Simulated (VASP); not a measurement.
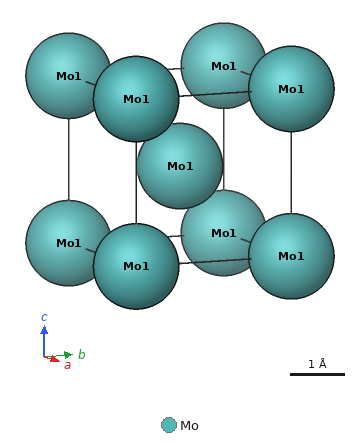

The structure as given in the input (spheres-only view of the cell 2 times as large as that of the calculation, set on its symmetry axes, seen slightly off an axis; atoms are numbered from 1 in the order of the input).

# Two runs on Mo

System: Mo (Im-3m, 1 atom in the cell).
Method of the first run: Kohn-Sham DFT of a periodic cell, PBE, VASP PAW PBE potentials, recommended, no spin polarisation (VASP 6.6.1).

The structure derives from an entry of the Crystallography Open Database. 

INCAR, the first run:
```
PREC = Accurate
ENCUT = 520
EDIFF = 1E-7
ISMEAR = 0
SIGMA = 0.1
LREAL = F
LASPH = T
NELM = 60
ALGO = Normal
ISIF = 2
LWAVE = F
LCHARG = F
GGA = PE
```

KPOINTS, the first run:
```
Automatic mesh
0
Gamma
  18 18 18
```

POSCAR, the first run:
```
Mo                                      
1.0
   -1.5812146033      1.5812146033      1.5812146033
    1.5812146033     -1.5812146033      1.5812146033
    1.5812146033      1.5812146033     -1.5812146033
  Mo            
     1
Direct
     0.0000000000000000    0.0000000000000000    0.0000000000000000
```

Command:
```bash
cat potpaw_PBE.64/Mo_sv/POTCAR > POTCAR
mpirun -np 1 vasp_std > vasp.out
```

Hardware: 1 thread of Intel Xeon @ 2.50GHz (Skylake/Cascade Lake), 64 GiB of memory available, shared host.

OSZICAR and lines of OUTCAR (the first run):
```
N       E                     dE             d eps       ncg     rms          rms(c)
DAV:   1     0.902351643768E+02    0.90235E+02   -0.83147E+03  4322   0.130E+03
DAV:   2    -0.102410230181E+02   -0.10048E+03   -0.97117E+02  4695   0.341E+02
DAV:   3    -0.115982562457E+02   -0.13572E+01   -0.13463E+01  4966   0.395E+01
DAV:   4    -0.116018626144E+02   -0.36064E-02   -0.36058E-02  4695   0.240E+00
DAV:   5    -0.116018822939E+02   -0.19679E-04   -0.19678E-04  5016   0.172E-01    0.143E+01
DAV:   6    -0.110168903972E+02    0.58499E+00   -0.10536E+00  4620   0.124E+01    0.381E+00
DAV:   7    -0.109386605997E+02    0.78230E-01   -0.21014E-01  5024   0.516E+00    0.959E-01
DAV:   8    -0.109349320745E+02    0.37285E-02   -0.41829E-03  4485   0.922E-01    0.189E-01
DAV:   9    -0.109350020117E+02   -0.69937E-04   -0.10506E-04  5076   0.143E-01    0.767E-02
DAV:  10    -0.109350125911E+02   -0.10579E-04   -0.11667E-05  4596   0.448E-02    0.798E-03
DAV:  11    -0.109350126491E+02   -0.57955E-07   -0.30744E-07  5157   0.596E-03
   1 F= -.10935013E+02 E0= -.10933675E+02  d E =-.267561E-02
[... from OUTCAR:]
  free energy    TOTEN  =       -10.93501265 eV
  energy without entropy =      -10.93233704  energy(sigma->0) =      -10.93367485
 E-fermi :  12.4250     XC(G=0): -13.3253     alpha+bet :-19.7578
  free  energy   TOTEN  =       -10.9350126491 eV
  energy  without entropy=      -10.9323370414  energy(sigma->0) =      -10.93367485
```

The input of the second run differs as follows (lines with − go, lines with + come):
```diff
-   -1.5812146033      1.5812146033      1.5812146033
-    1.5812146033     -1.5812146033      1.5812146033
-    1.5812146033      1.5812146033     -1.5812146033
+   -1.6272950970      1.6272950970      1.6272950970
+    1.6272950970     -1.6272950970      1.6272950970
+    1.6272950970      1.6272950970     -1.6272950970
```

How does the second run compare with the first run?

With the same functional and potentials, the second run lies 88.3 meV per atom higher. The pressure goes from 0.02 to −18.55 GPa. The volume per atom goes from 15.81 to 17.24 Å³. The cell is scaled evenly with the atoms at fixed fractional positions, so −ΔP/Δ ln V estimates the bulk modulus midway between the two volumes: about 220 GPa. The SCF takes 13 iterations against 11. The plane waves at Γ go from 438.0 to 478.0.

OSZICAR and lines of OUTCAR (the second run):
```
N       E                     dE             d eps       ncg     rms          rms(c)
DAV:   1     0.917789571764E+02    0.91779E+02   -0.83108E+03  4306   0.130E+03
DAV:   2    -0.101364532580E+02   -0.10192E+03   -0.98475E+02  4695   0.340E+02
DAV:   3    -0.115894213753E+02   -0.14530E+01   -0.14386E+01  4924   0.401E+01
DAV:   4    -0.115945171138E+02   -0.50957E-02   -0.50949E-02  4750   0.259E+00
DAV:   5    -0.115945428985E+02   -0.25785E-04   -0.25785E-04  4943   0.190E-01    0.118E+01
DAV:   6    -0.109271552397E+02    0.66739E+00   -0.12682E+00  4593   0.132E+01    0.271E+00
DAV:   7    -0.108502193275E+02    0.76936E-01   -0.21026E-01  5014   0.496E+00    0.113E+00
DAV:   8    -0.108466354754E+02    0.35839E-02   -0.47727E-03  4497   0.998E-01    0.211E-01
DAV:   9    -0.108467000428E+02   -0.64567E-04   -0.21367E-04  5140   0.193E-01    0.673E-02
DAV:  10    -0.108467130672E+02   -0.13024E-04   -0.13642E-05  4497   0.460E-02    0.873E-03
DAV:  11    -0.108467128273E+02    0.23990E-06   -0.73184E-07  5169   0.916E-03    0.144E-03
DAV:  12    -0.108467126070E+02    0.22028E-06   -0.13082E-08  2538   0.157E-03    0.200E-04
DAV:  13    -0.108467126192E+02   -0.12210E-07   -0.68877E-10  2472   0.349E-04
   1 F= -.10846713E+02 E0= -.10845028E+02  d E =-.336942E-02
[... from OUTCAR:]
  free energy    TOTEN  =       -10.84671262 eV
  energy without entropy =      -10.84334320  energy(sigma->0) =      -10.84502791
 E-fermi :  11.0839     XC(G=0): -12.8474     alpha+bet :-18.1264
  free  energy   TOTEN  =       -10.8467126192 eV
  energy  without entropy=      -10.8433432006  energy(sigma->0) =      -10.84502791
```

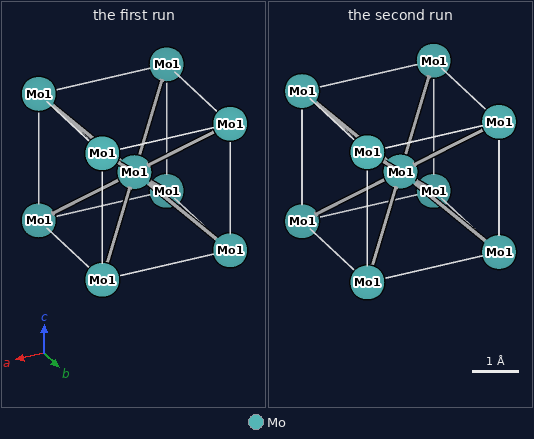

The two input geometries at one scale (ball-and-stick view of the cell 2 times as large as that of the calculation, set on its symmetry axes, seen at an oblique angle). No atom moves by more than 0.005 Å relative to the cell. Cell: a = b = c 3.162 → 3.255 Å (+2.9 %). Volume +9.0 %. Among the contacts that change: Mo1–Mo1 2.739 → 2.819 Å.

The two runs side by side:

| quantity | the first run | the second run |
| --- | --- | --- |
| outcome | converged | converged |
| free energy per atom (eV) | −10.9350 | −10.8467 |
| energy per atom, smearing taken to zero (eV) | −10.9337 | −10.8450 |
| gap on the mesh (eV) | 0.00 | 0.00 |
| pressure (GPa) | 0.02 | −18.55 |
| volume per atom (Å³) | 15.81 | 17.24 |
| largest force (eV/Å) | 0.000 | 0.000 |
| SCF iterations | 11 | 13 |
| irreducible k-points | 195 | 195 |
| plane waves at Γ | 438 | 478 |

For the second run: The cell is under a tension of 18.6 GPa at this level, so it is not at its equilibrium volume.
